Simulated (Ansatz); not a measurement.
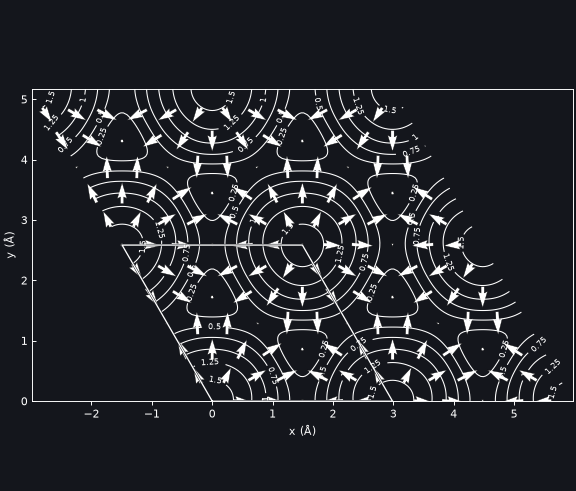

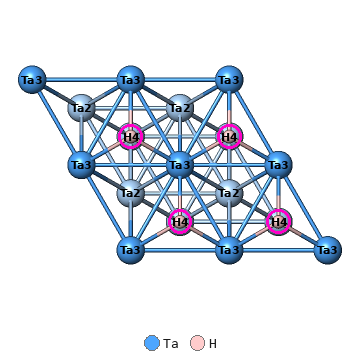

Energy landscape of H on a Ta(111) slab cut from the Fm-3m phase, its upper half relaxed before the scan (3 atoms of substrate and one adsorbate in a 1 × 1 cell). 
- H is moved over the surface cell; relaxed at each place: the height of the adsorbate's atoms; substrate rigid; the origin of the map has the adsorbate above Ta3.
- Places are given modulo a cell vector. The map is drawn in real space over the plane of the surface.
- The grid has 6 × 6 points; 10 points were computed and 26 follow by symmetry.
- Energies are in eV, from the lowest grid point.
- With one adsorbate in each 1 × 1 cell, its nearest image is 3.0 Å away, so neighbouring adsorbates interact.
- Theory: Ansatz, DFT PBE, scalar-relativistic, plane waves, PAW. Settings: cutoff 420 eV, k-mesh 9×9×1, gaussian smearing 0.1 eV, no spin polarisation.

In the figure: contour lines labelled in eV, arrows along the force (downhill), their lengths compressed, the outline of one cell of the 2 × 2 shown. Between grid points the surface is interpolated. The second picture is the structure at the lowest point; rings mark the moved atoms.

Question: Summarise what can be read from the map.

Answer: The lowest grid point is at a threefold hollow over a third-layer Ta atom, (4/6, 2/6) of the cell vectors. A higher local minimum lies near a threefold hollow over a second-layer Ta atom, (2/6, 4/6) of the cell vectors (0.011 eV above the lowest at that grid point). The highest grid point, the top site over a surface Ta atom, (0/6, 0/6) of the cell vectors, lies 1.64 eV above the lowest. On the interpolated surface the easiest way out of the lowest well to the well at a threefold hollow over a second-layer Ta atom, (2/6, 4/6) of the cell vectors passes a barrier of about 0.37 eV. At the lowest point the adsorbate has 3 Ta at 2.00 Å as nearest neighbours, at the highest 1 Ta at 1.80 Å. Its relaxed height above the top atom is 1.02 Å at the lowest and 1.80 Å at the highest point.

Grid values (eV):

| second ↓, first → | 0/6 | 1/6 | 2/6 | 3/6 | 4/6 | 5/6 |
| --- | --- | --- | --- | --- | --- | --- |
| 5/6 | 1.39 | 1.00 | 0.40 | 0.40 | 1.00 | 1.39 |
| 4/6 | 0.87 | 0.40 | 0.01 | 0.40 | 0.87 | 1.04 |
| 3/6 | 0.37 | 0.40 | 0.40 | 0.37 | 0.41 | 0.41 |
| 2/6 | 0.87 | 1.00 | 0.87 | 0.41 | 0.00 | 0.41 |
| 1/6 | 1.39 | 1.39 | 1.04 | 0.41 | 0.41 | 1.04 |
| 0/6 | 1.64 | 1.39 | 0.87 | 0.37 | 0.87 | 1.39 |

The input of one point:

```yaml
crystal:
  lattice:
    - [2.9861803524, 0.0, 0.0]
    - [-1.4930901762, 2.5861080454, 0.0]
    - [0.0, 0.0, 20.3075821371]
  atoms:
    - { symbol: Ta, position: [0.6666666667, 0.3333333333, 0.1969707655] }
    - { symbol: Ta, position: [0.3333333333, 0.6666666667, 0.3153261451] }
    - { symbol: Ta, position: [0.0, 0.0, 0.433709049] }
    - { symbol: H, position: [0.6666666667, 0.3333333333, 0.4724294425] }
basis:
  ecutwfc: 420
kpoints:
  mp_grid: { grid: [9, 9, 1] }
hamiltonian:
  xc: pbe
  pseudopotentials: { kind: paw, azcp: { folder: soft_1 } }
scf:
  occupations: { method: gaussian, width: 0.1 }
output:
  forces: true
  eigenvalues: true
relax:
  adjacent_minimum: "off"
  f_tol: 0.025
  max_steps: 16
  constraints: [{ sites: [0, 1, 2] }, { sites: [3], fix: xy }]
efield:
  axis: 3
  dipole_correction: true
  ramp_width: 0.04
```

Time for the 10 points that were run: 6 min on 1 thread of Intel(R) Xeon(R) Platinum 8259CL CPU @ 2.50GHz (Skylake/Cascade Lake), with other jobs on the host.
